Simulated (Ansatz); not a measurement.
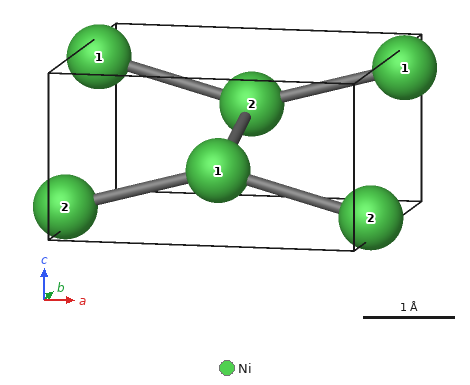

Fig. 1: The input geometry (ball-and-stick view of the cell 2 times as large as that of the calculation, set on its symmetry axes, seen slightly off an axis; atoms are numbered from 1 in the order of the input).

Run report: Ni, geometry relaxation

System: Ni (I4₁/amd, 2 atoms in the cell).
Method: DFT, PBE, all-electron LAPW, scalar-relativistic (Ansatz 0.2.0).

The run did not end well. It belongs to a series of runs on one base structure; here: beta_tin relaxed under pressure, LAPW. Figures and captions count atoms from 1; the log counts them from 0 in places.

### Log
```
The last accepted step is kept in [file] (removed where the run ends without a failure and the disk answers)
LAPW: plane waves up to 14.031 Å⁻¹, error target 5.0e-4 eV per atom; small_component_spin mean_spin; Ni in spheres of 0.868 Å, 26 of its electrons in bands, Dirac shells [] (how accurate: hamiltonian.pseudopotentials.lapw.basis_error, Limitations)
Engine: ansatz 0.2.0, aarch64-unknown-linux-gnu
Pseudopotentials: kind: all_electron
Pseudopotential: Ni, LAPW, valence charge 26, lapw/all_electron/scalar/gaussian/Ni, Koelling and Harmon's equation, gaussian nucleus
Functional definition: PBE
  parameter kappa = 0.804
  parameter beta = 0.06672455060314922
  exchange = pbe_x(kappa = kappa, mu = beta*pi^2/3)
  correlation = pbe_c(beta = beta)
Crystal: 2 atoms, lattice volume = 11.147 Å³
Basis set: ecut = 750.0202056195676 eV, 517 PW (Γ), FFT grids on a1+a2, a2, a3, exchange–correlation at level 2
Bands: 33, of which v1, the nominal top of the filled ones, is band 26 counted from 1 (25 counted from 0)
Symmetry: 16 space group operations
Space group: I41/amd (ITA 141), of the structure as read, at distance tolerance 2.2e-5 Å
Magnetic group: BNS 141.551 (UNI 1211), of the structure as read, at distance tolerance 2.2e-5 Å
k-points: 936 of 12167
Non-local potential: Ni, projectors of the file, none
Initial density: superposition of atomic densities (chi_scale 0.1, normalization cell)
Starting moments: Σ|m| = 2 μB on 2 of 2 sites
Initial wavefunctions: plane waves of lowest kinetic energy (no species holds an atomic orbital)
Functional: x = pbe(κ = 0.804, μ = 0.2195149727645171), c = pbe(β = 0.06672455060314922)
iter 1 solved again at ethr=6.11e-5 eV; its pass at ethr=1.00e-1 eV (dr2=3.18e-2 eV) is discarded
SCF iter   1: F=—  HF=-82749.875781 eV  |F-HF|=—  |Δ(HF+E_count)|=         —  Δρ=6.16e-2 (↑5.34e-2 ↓6.16e-2)  dr2=3.16e-2  dr2_m=3.25e-1  M=0.920 μB ∫|m|=0.956 μB  β_m=0.30  ethr=6.11e-5  ⟨swp⟩=3.0  Hψ=412463  notcnv=0
Mixer restart at iter 1: flushing history
preconditioner: auto → none  [metal: Δε(μ)=0.001 eV  Ē_g=22.319 eV  σ=0.080 eV  W_gap=0.00  n_scr=4 (ndim 8)  ℏωp=49.7 eV  f_vac=0.000  D(μ)=1.47/eV (n_scr^D=16)  sad-step TF]
SCF iter   2: F=—  HF=-82750.510366 eV  |F-HF|=—  |Δ(HF+E_count)|=         —  Δρ=9.05e-2 (↑8.67e-2 ↓9.05e-2)  dr2=1.27e-2  dr2_m=7.95e-1  M=0.148 μB ∫|m|=0.148 μB  β_m=1.00  ethr=6.08e-5  ⟨swp⟩=2.0  Hψ=173064  notcnv=0  defer=3
Mixer restart at iter 2: flushing history
iter 3 solved again at ethr=3.28e-7 eV; its pass at ethr=9.62e-5 eV (dr2=1.71e-4 eV) is discarded
SCF iter   3: F=—  HF=-82750.345230 eV  |F-HF|=—  |Δ(HF+E_count)|=   1.65e-1  Δρ=7.32e-3 (↑6.22e-3 ↓7.32e-3)  dr2=1.71e-4  dr2_m=4.63e-3  M=0.034 μB ∫|m|=0.039 μB  β_m=0.30  ethr=3.28e-7  ⟨swp⟩=2.1  Hψ=303291  notcnv=0
SCF iter   4: F=—  HF=-82750.345488 eV  |F-HF|=—  |Δ(HF+E_count)|=         —  Δρ=5.42e-3 (↑5.05e-3 ↓5.42e-3)  dr2=2.73e-5  dr2_m=2.79e-3  M=0.026 μB ∫|m|=0.031 μB  β_m=0.65  ethr=3.28e-7  ⟨swp⟩=2.4  Hψ=174614  notcnv=0
the basis was enlarged: its passes take 976.0 KiB over the memory plan, 2 of 2 planned eigensolver slots
SCF iter   5: F=—  HF=-82750.346764 eV  |F-HF|=—  |Δ(HF+E_count)|=   1.28e-3  Δρ=1.48e-3 (↑9.43e-4 ↓1.48e-3)  dr2=2.80e-4  dr2_m=1.06e-5  M=0.002 μB ∫|m|=0.003 μB  β_m=0.52  ethr=5.25e-8  ⟨swp⟩=3.0  Hψ=193013  notcnv=0
SCF iter   6: F=—  HF=-82750.345817 eV  |F-HF|=—  |Δ(HF+E_count)|=   9.47e-4  Δρ=1.09e-4 (↑1.09e-4 ↓1.09e-4)  dr2=3.48e-7  dr2_m=1.07e-6  M=-0.000 μB ∫|m|=0.001 μB  β_m=0.70  ethr=5.25e-8  ⟨swp⟩=3.0  Hψ=192736  notcnv=0
SCF iter   7: F=—  HF=-82750.345819 eV  |F-HF|=—  |Δ(HF+E_count)|=   2.20e-6  Δρ=4.48e-5 (↑4.48e-5 ↓4.18e-5)  dr2=2.94e-8  dr2_m=1.78e-7  M=-0.000 μB ∫|m|=0.000 μB  β_m=0.85  ethr=6.69e-10  ⟨swp⟩=3.0  Hψ=184066  notcnv=0
SCF iter   8: F=—  HF=-82750.345820 eV  |F-HF|=—  |Δ(HF+E_count)|=   5.04e-7  Δρ=6.28e-6 (↑6.28e-6 ↓3.37e-6)  dr2=5.52e-10  dr2_m=2.30e-9  M=0.000 μB ∫|m|=0.000 μB  β_m=0.93  ethr=5.65e-11  ⟨swp⟩=3.0  Hψ=192086  notcnv=0
SCF iter   9: F=—  HF=-82750.345820 eV  |F-HF|=—  |Δ(HF+E_count)|=   5.31e-9  Δρ=5.49e-7 (↑5.49e-7 ↓5.47e-7)  dr2=1.26e-12  dr2_m=2.99e-11  M=0.000 μB ∫|m|=0.000 μB  β_m=0.94  ethr=1.95e-11 (applied; sched 1.06e-12)  ⟨swp⟩=2.0  Hψ=173123  notcnv=0
SCF iter  10: F=-82750.345820 eV  HF=-82750.345820 eV  |F-HF|=5.82e-11  |Δ(HF+E_count)|=  3.78e-10  Δρ=4.89e-8 (↑3.49e-8 ↓4.89e-8)  dr2=2.63e-13  dr2_m=7.45e-14  M=-0.000 μB ∫|m|=0.000 μB  ethr=1.95e-11 (applied; sched 1.00e-12)  ⟨swp⟩=2.0  Hψ=173118  notcnv=0
the search or the solves at the SCF's close seem to have found levels that the self-consistency loop had missed (the run counts 1). By its estimate they hold under 1e-12 electrons; where the run keeps them, the occupations were computed again with them
WARN: the starting moments were not kept: the SCF closed with an absolute magnetisation of 2.5e-7 μB, where they sum to 2 μB in size (2 sites). That is at most 0.1 of that sum. Measured as dr2_m measures the in/out step, that magnetisation stands 1.2e-14 eV from none, at or under the dr2_threshold of 1.0e-7 eV: it is no larger than a step whose dr2_m would equal this threshold. The system may hold no moment; this SCF shows only that its start led to no more than that. To try another start: raise the starting moments (crystal.atoms[].spin, magnetization.per_species, magnetization.initial_magnetization, or on a non-collinear deck that types none of these the spinor_matrix: blocks that start its atoms; where the total moment is fixed, keep their sum and leave initial_magnetization as it is; typed ones take the place of any that the run laid by itself, positive ones on a crystal's lanthanoids without a Hubbard term where scf.initial_density.shell_occupations: [] is typed) or, if the notice of its spin-set hold's release reads "site moments contracting" or "site moments show no strong build", lengthen the hold (scf.mixing.spin_hold: { on: { confirm: 4 } }; for m-r²SCAN on two components see the key's manual first). Each may lead to a state that holds a moment. A second SCF, from the converged charge density, with the starting moments and any scf.initial_density.shell_occupations laid on it anew, would have followed, and was not run: the deck does not ask for one (magnetization.retry_lost_moments is false, the default). To let it run, set magnetization.retry_lost_moments: true and run the deck again, where that key's refused combinations let it; where memory then withholds it, that run's warning says so.
SCF 1 converged in 10 iterations: F = -82750.345820 eV  dr2 = 2.63e-13
relax step   1: F+E_penalty+E_count = -82750.34581995 eV  Δ(F+E_penalty+E_count) = +0.000e0 eV  max|allowed force component| = 5.551e-17 eV/Å  Δτ_max = 0.0000 Å  P = +743.098 GPa  Ω = 11.147 Å³  (10 SCF iters, accepted)
Crystal: 2 atoms, lattice volume = 11.163 Å³
Basis set: ecut = 749.3163533076089 eV, 517 PW (Γ), FFT grids on a1+a2, a2, a3, exchange–correlation at level 2
Initial density: handed on by an earlier stage of this run
Starting moments: Σ|m| = 2 μB on 2 of 2 sites; this step starts from the density that it was given
Initial wavefunctions: those handed on with the density
iter 1 solved again at ethr=5.63e-9 eV; its pass at ethr=1.00e-1 eV (dr2=2.93e-6 eV) is discarded
SCF iter   1: F=—  HF=-82750.418540 eV  |F-HF|=—  |Δ(HF+E_count)|=         —  Δρ=3.76e-5 (↑3.76e-5 ↓3.76e-5)  dr2=2.58e-7  dr2_m=7.51e-14  M=-0.000 μB ∫|m|=0.000 μB  β_m=0.65  ethr=5.63e-9  ⟨swp⟩=5.0  Hψ=356162  notcnv=0
preconditioner: auto → none  [metal: Δε(μ)=0.003 eV  Ē_g=22.251 eV  σ=0.080 eV  W_gap=0.01  n_scr=0 (ndim 8)  ℏωp=49.7 eV  f_vac=0.000  D(μ)=1.40/eV (n_scr^D=16)]
SCF iter   2: F=—  HF=-82750.418539 eV  |F-HF|=—  |Δ(HF+E_count)|=   8.31e-7  Δρ=1.48e-5 (↑1.48e-5 ↓1.48e-5)  dr2=5.01e-8  dr2_m=1.85e-14  M=-0.000 μB ∫|m|=0.000 μB  β_m=0.37  ethr=4.96e-10  ⟨swp⟩=3.0  Hψ=191691  notcnv=0
SCF iter   3: F=—  HF=-82750.418539 eV  |F-HF|=—  |Δ(HF+E_count)|=   3.73e-8  Δρ=7.04e-6 (↑7.04e-6 ↓7.04e-6)  dr2=1.26e-8  dr2_m=1.67e-14  M=-0.000 μB ∫|m|=0.000 μB  β_m=0.64  ethr=9.64e-11  ⟨swp⟩=3.0  Hψ=192276  notcnv=0
SCF iter   4: F=-82750.418539 eV  HF=-82750.418540 eV  |F-HF|=1.98e-8  |Δ(HF+E_count)|=   1.45e-7  Δρ=5.57e-6 (↑5.57e-6 ↓5.57e-6)  dr2=6.69e-9  dr2_m=6.35e-16  M=-0.000 μB ∫|m|=0.000 μB  ethr=2.42e-11  ⟨swp⟩=3.0  Hψ=190382  notcnv=0
the starting moments were not kept: the SCF closed with an absolute magnetisation of 3.3e-8 μB, where they sum to 2 μB in size (2 sites). That is at most 0.1 of that sum. Measured as dr2_m measures the in/out step, that magnetisation stands 3.0e-16 eV from none, at or under the dr2_threshold of 1.0e-7 eV: it is no larger than a step whose dr2_m would equal this threshold.
SCF 2 converged in 4 iterations: F = -82750.418539 eV  dr2 = 6.69e-9
relax step   2: F+E_penalty+E_count = -82750.41853949 eV  Δ(F+E_penalty+E_count) = -7.272e-2 eV  max|allowed force component| = 2.776e-17 eV/Å  Δτ_max = 0.0000 Å  P = +739.342 GPa  Ω = 11.163 Å³  (4 SCF iters, accepted)
Crystal: 2 atoms, lattice volume = 11.160 Å³
Basis set: ecut = 749.426367743442 eV, 517 PW (Γ), FFT grids on a1+a2, a2, a3, exchange–correlation at level 2
iter 1 solved again at ethr=3.17e-10 eV; its pass at ethr=1.00e-1 eV (dr2=1.65e-7 eV) is discarded
SCF iter   1: F=—  HF=-82750.407196 eV  |F-HF|=—  |Δ(HF+E_count)|=         —  Δρ=1.03e-5 (↑1.03e-5 ↓1.03e-5)  dr2=1.90e-8  dr2_m=8.97e-16  M=-0.000 μB ∫|m|=0.000 μB  β_m=0.65  ethr=3.17e-10  ⟨swp⟩=4.9  Hψ=354269  notcnv=0
preconditioner: auto → none  [metal: Δε(μ)=0.001 eV  Ē_g=22.253 eV  σ=0.080 eV  W_gap=0.00  n_scr=0 (ndim 8)  ℏωp=49.7 eV  f_vac=0.000  D(μ)=1.40/eV (n_scr^D=16)]
iter 2 solved again at ethr=1.70e-12 eV; its pass at ethr=3.65e-11 eV (dr2=8.83e-10 eV) is discarded
SCF iter   2: F=—  HF=-82750.407196 eV  |F-HF|=—  |Δ(HF+E_count)|=   1.34e-8  Δρ=2.32e-6 (↑2.32e-6 ↓2.32e-6)  dr2=8.82e-10  dr2_m=2.41e-16  M=-0.000 μB ∫|m|=0.000 μB  β_m=0.40  ethr=1.41e-11 (applied; sched 1.70e-12)  ⟨swp⟩=2.0  Hψ=305737  notcnv=0
```

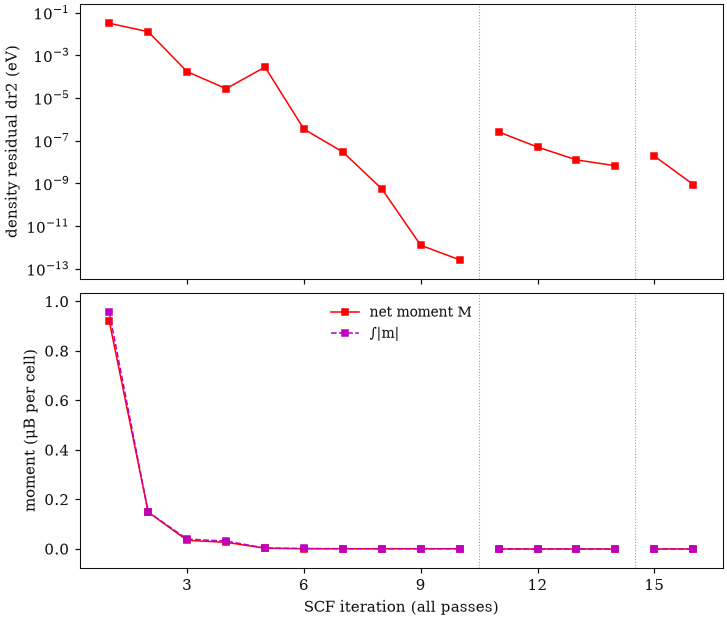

Fig. 2: Convergence of the self-consistent field: density residual dr2 and magnetic moment against the SCF iteration. Dotted lines part the SCF passes that the log prints in full. The net moment goes from 0.9 to 0.0 μB per cell, and ∫|m| falls to zero.

### Trajectory as extended XYZ (Å, eV, eV/Å), 2 frames, from step=1 to step=2
```
2
Lattice="-1.7269 1.7269 0.9345 1.7269 -1.7269 0.9345 1.7269 1.7269 -0.9345" Properties=species:S:1:pos:R:3:forces:R:3 step=1 energy=-82750.34582 pressure_GPa=743.10
Ni    0.0000   -0.8634   -0.2336    0.0000   0.0000   0.0000
Ni    0.0000    0.8634    0.2336    0.0000   0.0000   0.0000
2
Lattice="-1.7280 1.7280 0.9345 1.7280 -1.7280 0.9345 1.7280 1.7280 -0.9345" Properties=species:S:1:pos:R:3:forces:R:3 step=2 energy=-82750.41854 pressure_GPa=739.34
Ni    0.0000   -0.8640   -0.2336    0.0000   0.0000   0.0000
Ni    0.0000    0.8640    0.2336    0.0000   0.0000   0.0000
```

The run was set up as follows.

### Input
```yaml
crystal:
  lattice:
    - [-1.7268889332, 1.7268889332, 0.9344678092]
    - [1.7268889332, -1.7268889332, 0.9344678092]
    - [1.7268889332, 1.7268889332, -0.9344678092]
  atoms:
    - { symbol: Ni, position: [-0.375, -0.125, -0.25], spin: 1.0 }
    - { symbol: Ni, position: [0.375, 0.125, 0.25], spin: 1.0 }
magnetization:
  spin_polarized: true
kpoints:
  mp_grid: { grid: [23, 23, 23] }
scf:
  occupations: { method: fermi_dirac, width: 0.08 }
hamiltonian:
  xc: pbe
  pseudopotentials: { kind: all_electron, lapw: { basis_error: 0.0005 } }
output:
  forces: true
  stress: true
  eigenvalues: true
relax:
  f_tol: 0.005
  max_steps: 12
  cell: { p_target: 740.0, stress_tol: 0.37 }
```

Launched with:
```bash
ansatz run input.yaml --threads 2 --pin off --max-ram 7168MiB --backend cpu --events-out ev --progress --plain --runs-dir out
```

### Outcome

| quantity | value |
| --- | --- |
| outcome | stopped at the time limit |
| space group (tolerance 0.01 Å) | I4₁/amd (141) |
| final cell | a = 2.616 Å, b = 2.616 Å, c = 2.616 Å, α = 97.33°, β = 97.33°, γ = 138.15° |
| hardware | 2 threads of Arm Neoverse V1, 24 GiB of memory available, shared host |
| wall time | 13 min (CPU time 26 min) |
| peak memory | 4.4 GiB |

### Diagnosis

The run was cut off by its time limit, so the output is incomplete. The program warns: some starting moments were not kept.
